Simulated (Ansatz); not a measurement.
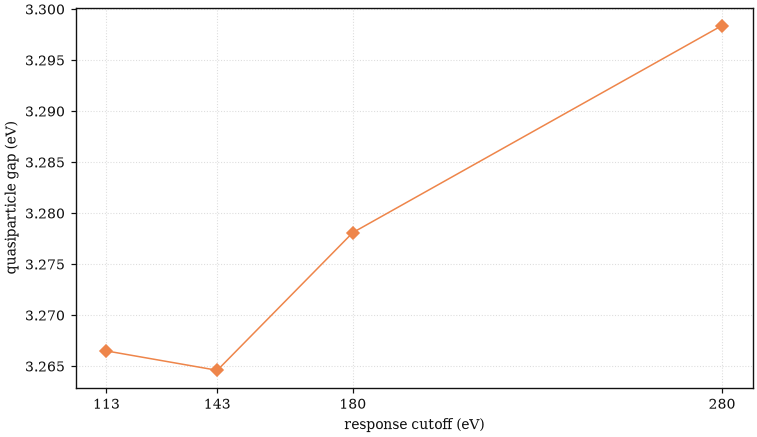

One cell, run at 4 values of the response cutoff (empty bands raised with it).
The run: TiO$_{2}$ (P4_2/mnm, 6 atoms in the cell), by Ansatz 0.2.0-dev, G0W0@PBE, plasmon-pole screening, soft PAW set, first generation; cutoff 420 eV, 4×4×6 k-mesh.

> What is enough for the quasiparticle gap to 0.05 eV?

The quasiparticle gap is within 0.05 eV of the largest setting's value at every setting shown, 113.3 eV included. The largest deviation is 0.03 eV. The potentials or cutoffs used are known to leave an error of their own, so the limit of this scan isn't the converged value for the crystal.
